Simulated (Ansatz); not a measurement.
# Single-point calculation of Ti3Si

System: Ti3Si (P6₃/mmc, 8 atoms in the cell).
Method: DFT LDA, scalar-relativistic, plane waves, PAW, no spin polarisation (Ansatz 0.2.0).

The structure derives from a Materials Project entry. Figures and captions count atoms from 1; the log counts them from 0 in places.

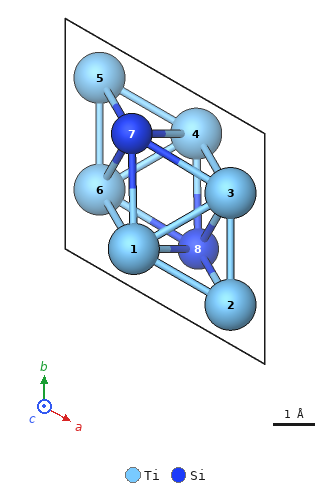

*The structure as given in the input (ball-and-stick view of the cell of the calculation, along the c axis; atoms are numbered from 1 in the order of the input). An atom can appear more than once, as a periodic image.*

Near neighbours in the periodic cell (some may lie outside the picture): Ti has 4 Si at 2.75 to 2.82 Å and 8 Ti at 2.73 to 2.90 Å; Si has 12 Ti at 2.75 to 2.82 Å.

Input
```yaml
crystal:
  lattice:
    - [5.6313135898, 0.0, 0.0]
    - [-2.8156567949, 4.8768606255, 0.0]
    - [0.0, 0.0, 4.50545247]
  atoms:
    - { symbol: Ti, position: [0.34359996, 0.17179998, 0.75] }
    - { symbol: Ti, position: [0.82820002, 0.17179998, 0.75] }
    - { symbol: Ti, position: [0.82820002, 0.65640004, 0.75] }
    - { symbol: Ti, position: [0.65640004, 0.82820002, 0.25] }
    - { symbol: Ti, position: [0.17179998, 0.82820002, 0.25] }
    - { symbol: Ti, position: [0.17179998, 0.34359996, 0.25] }
    - { symbol: Si, position: [0.33333333, 0.66666667, 0.75] }
    - { symbol: Si, position: [0.66666667, 0.33333333, 0.25] }
basis:
  ecutwfc: 420
kpoints:
  mp_grid: { grid: [6, 6, 4] }
hamiltonian:
  xc: lda
scf:
  occupations: { method: gaussian, width: 0.1 }
output:
  forces: true
  stress: true
  eigenvalues: true
```

Machine: 4 threads of Intel Xeon @ 2.50GHz (Skylake/Cascade Lake), 189 GiB of memory available, shared host.

Run as:
```bash
ansatz run input.yaml --threads 4 --pin off --max-ram 12288MiB --backend cpu --events-out ev --progress --plain --runs-dir out
```

The program's output
```
Engine: ansatz 0.2.0, x86_64-unknown-linux-gnu
Pseudopotentials: kind: paw
Pseudopotential: Ti, paw, valence charge 12, recommended cutoff 420 eV (normal), Ti.paw.azcp
Pseudopotential: Si, paw, valence charge 4, recommended cutoff 420 eV (normal), Si.paw.azcp
Functional definition: SPW92
  exchange = slater_x
  correlation = pw_c
Crystal: 8 atoms, lattice volume = 123.734 Å³
Basis set: ecut = 420 eV, 2415 PW (Γ)
Bands: 48, of which v1, the nominal top of the filled ones, is band 40 counted from 1 (39 counted from 0)
Symmetry: 24 space group operations
Space group: P63/mmc (ITA 194), of the structure as read, at distance tolerance 5.0e-5 Å
k-points: 21 of 144
Non-local potential: Ti, projectors of the file, l = 0: 3, l = 1: 2, l = 2: 3, l = 3: 1
Non-local potential: Si, projectors of the file, l = 0: 2, l = 1: 2, l = 2: 2
PAW form: soft (Blöchl's): semilocal exchange-correlation on the pseudo side does not see the compensation charge
PAW frozen core: Ti, regenerated for the run's functional, and the local potential with it (the file was generated under x = pbe(κ = 0.804, μ = 0.2195149727645171), c = pbe(β = 0.06672455060314922))
PAW frozen core: Si, regenerated for the run's functional, and the local potential with it (the file was generated under x = pbe(κ = 0.804, μ = 0.2195149727645171), c = pbe(β = 0.06672455060314922))
PAW one-centre angular grid: Ti, 590 points (default); XC on 64 Gauss nodes
PAW one-centre angular grid: Si, 110 points (default); XC on 64 Gauss nodes
Initial density: superposition of atomic densities (neutral atoms: chi_scale 0, normalization atom), corrected by the library's trained network
Initial wavefunctions: pseudopotential atomic-orbital guess
Functional: x = slater, c = lda
SCF iter   1: F=—  HF=-15923.259604 eV  |F-HF|=—  |Δ(HF+E_count)|=         —  Δρ=6.91e-3  dr2=3.80e-2  ethr=1.77e-3  ⟨swp⟩=6.3  Hψ=4007  notcnv=0
preconditioner: auto → Kerker (q_TF=auto, 2.537 Å⁻¹)  [metal: Δε(μ)=0.022 eV  Ē_g=3.650 eV  σ=0.100 eV  W_gap=0.12  n_scr=26 (ndim 8)  ℏωp=18.9 eV  f_vac=0.000  D(μ)=7.97/eV (n_scr^D=82)]
SCF iter   2: F=—  HF=-15923.249612 eV  |F-HF|=—  |Δ(HF+E_count)|=   9.99e-3  Δρ=3.61e-3  dr2=1.25e-2  ethr=4.75e-5  ⟨swp⟩=2.5  Hψ=1518  notcnv=0
SCF iter   3: F=—  HF=-15923.246281 eV  |F-HF|=—  |Δ(HF+E_count)|=   3.33e-3  Δρ=6.69e-4  dr2=9.23e-4  ethr=1.57e-5  ⟨swp⟩=2.1  Hψ=1263  notcnv=0
SCF iter   4: F=—  HF=-15923.246023 eV  |F-HF|=—  |Δ(HF+E_count)|=   2.59e-4  Δρ=1.35e-4  dr2=2.98e-5  ethr=1.15e-6  ⟨swp⟩=2.0  Hψ=1319  notcnv=0
SCF iter   5: F=—  HF=-15923.246010 eV  |F-HF|=—  |Δ(HF+E_count)|=   1.26e-5  Δρ=4.25e-5  dr2=2.20e-6  ethr=3.73e-8  ⟨swp⟩=3.0  Hψ=1864  notcnv=0  defer=2
SCF iter   6: F=—  HF=-15923.246010 eV  |F-HF|=—  |Δ(HF+E_count)|=   3.34e-7  Δρ=1.40e-5  dr2=2.59e-7  ethr=2.74e-9  ⟨swp⟩=3.0  Hψ=1901  notcnv=0  defer=2
SCF iter   7: F=-15923.246010 eV  HF=-15923.246010 eV  |F-HF|=1.17e-8  |Δ(HF+E_count)|=   5.97e-8  Δρ=3.42e-6  dr2=1.52e-8  ethr=1.25e-10  ⟨swp⟩=8.8  Hψ=3812  notcnv=0
SCF 1 converged in 7 iterations: F = -15923.246010 eV  dr2 = 1.52e-8
  greatest PAW one-centre occupation: 0.999 electrons in one spin orbital (limit 2), on the Ti atom at site 5 (counted from 0), in its partial waves of l = 0
SCF converged after 7 iterations
Free energy (F): -15923.246010 eV
Harris-Foulkes:  -15923.246010 eV  (|F-HF|=1.17e-8)
Internal energy: -15923.205361 eV  (E = F + TS)
E sigma→0 (E₀):  -15923.225685 eV
Entropy (-TS):   -0.040649 eV (-5.081 meV/atom)
Fermi energy:    13.523964 eV
--- Per-component energies (eV) ---
  E_band       = -852.209523
  E_kinetic    = 1726.805848
  E_local      = -5221.079602  (includes V_loc(G=0)·N_el)
  E_nonlocal   = 126.302187
  E_hartree    = 2192.789914
  E_xc         = -694.576137
  E_vxc        = -830.783327  (∫ρ·V_xc dr)
  E_paw        = -6968.322882  (= ΣΔE_a)
  E_vpaw       = -1039.026695  (= ΣTr[D̂ρ^β])
  E_aug_tail   = 0.000635  (compensation charges beyond the density's cutoff)
  E_ewald      = -7087.249688
  E_core_change = 2.124363  (= ΣΔE_core)
  E_smearing   = -0.040649  (= −TS)
  E_closure    = 0.000000  (closes the sum)
  Σ components = -15923.246010   (vs F -15923.246010, Δ=0.00e0)
--- Forces (eV/Å), atoms counted from 1 ---
  atom   1  Ti     0.01344238     0.00776096     0.00000000
  atom   2  Ti    -0.01344238     0.00776096     0.00000000
  atom   3  Ti    -0.00000000    -0.01552192     0.00000000
  atom   4  Ti    -0.01344238    -0.00776096     0.00000000
  atom   5  Ti     0.01344238    -0.00776096     0.00000000
  atom   6  Ti     0.00000000     0.01552192     0.00000000
  atom   7  Si     0.00000000    -0.00000000     0.00000000
  atom   8  Si     0.00000000     0.00000000     0.00000000
  max |Σ_I F_I| component: 9.83e-18 eV/Å
--- Stress (GPa, compression-positive) ---
       -7.438116      -0.000000       0.000000
       -0.000000      -7.438116       0.000000
        0.000000       0.000000      -7.778020
  P = ⅓ Tr σ = -7.5514 GPa (-75.514 kbar)
--- Band table (eV; the first three rows and the last of 21) ---
  k-point 0: bands = ["-42.5856", "-42.4546", "-42.4517", "-42.4517", "-42.3893", "-42.3893", "-19.4541", "-19.4503", "-19.3210", "-19.3210", "-19.2847", "-19.2410", "-19.2410", "-19.2006", "-19.2006", "-19.0703", "-18.9113", "-18.9113", "-18.8427", "-18.8372", "-18.7137", "-18.7137", "-18.7045", "-18.7045", "3.9237", "5.8757", "10.0533", "10.3489", "10.3489", "10.6428", "10.6428", "10.8417", "11.3966", "11.7439", "11.8255", "11.8255", "12.1872", "12.1872", "12.9232", "13.3008", "14.0005", "14.0075", "14.0075", "14.0793", "14.0793", "15.2531", "15.2531", "15.3789"]
  k-point 1: bands = ["-42.5665", "-42.4739", "-42.4426", "-42.4426", "-42.3984", "-42.3984", "-19.4423", "-19.4354", "-19.3993", "-19.3993", "-19.3131", "-19.3131", "-19.2405", "-19.0651", "-19.0651", "-19.0375", "-18.9148", "-18.8903", "-18.8903", "-18.8765", "-18.7146", "-18.7146", "-18.7082", "-18.7082", "4.3098", "5.7122", "9.9085", "10.0366", "10.4751", "10.4751", "11.0897", "11.0897", "11.1984", "11.7276", "11.7276", "12.0671", "12.0671", "12.5180", "13.0165", "13.5368", "13.7994", "13.7994", "14.1056", "14.1056", "14.3695", "14.9722", "15.2796", "15.2797"]
  k-point 2: bands = ["-42.5203", "-42.5203", "-42.4205", "-42.4205", "-42.4205", "-42.4205", "-19.4288", "-19.4288", "-19.4050", "-19.4050", "-19.4050", "-19.4050", "-19.0910", "-19.0910", "-18.9575", "-18.9575", "-18.9248", "-18.9248", "-18.9248", "-18.9248", "-18.7146", "-18.7146", "-18.7146", "-18.7146", "5.1438", "5.1438", "9.4270", "9.4270", "10.9222", "10.9222", "10.9222", "10.9222", "12.1567", "12.1567", "12.1567", "12.1567", "12.4760", "12.4760", "12.9992", "12.9992", "13.4983", "13.4983", "13.4983", "13.4983", "15.0795", "15.0795", "15.0795", "15.0795"]
  k-point 20: bands = ["-42.4877", "-42.4877", "-42.4535", "-42.4535", "-42.4205", "-42.4205", "-19.3882", "-19.3882", "-19.3042", "-19.3042", "-19.2268", "-19.2268", "-19.1180", "-19.1180", "-19.1052", "-19.1052", "-18.9808", "-18.9808", "-18.8596", "-18.8596", "-18.8569", "-18.8569", "-18.7443", "-18.7443", "5.6846", "5.6846", "8.8425", "8.8425", "9.8798", "9.8798", "11.2840", "11.2840", "11.6258", "11.6258", "12.8629", "12.8629", "12.9296", "12.9296", "13.1124", "13.1124", "13.8951", "13.8951", "14.1950", "14.1950", "14.2924", "14.2924", "14.7743", "14.7743"]
```

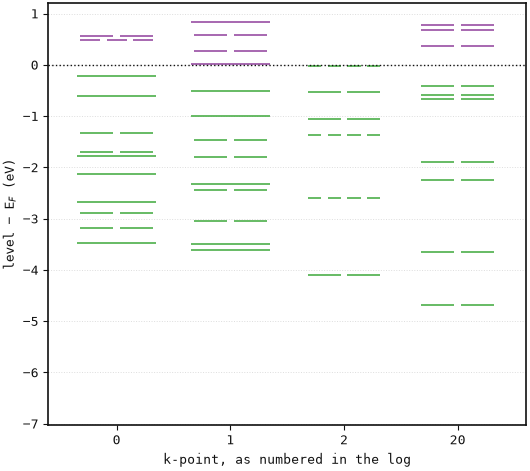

*Kohn–Sham levels near the Fermi level (dotted) at the few k-points that the log prints; levels within 0.02 eV of each other stand side by side.*

The system is metallic on the full mesh.

Results in brief

- outcome: converged
- space group (tolerance 0.01 Å): P6₃/mmc (194)
- electrons treated: 80
- free energy: −15923.2460 eV
- Fermi energy: 13.524 eV
- gap on the k-point mesh: none (metallic)
- pressure: −7.55 GPa
- largest force (length of the vector): 0.016 eV/Å
- wall time: 5.4 s (CPU time 17 s)
- peak memory: 0.53 GiB

Notes

The cell is under a tension of 7.6 GPa at this level, so it is not at its equilibrium volume.
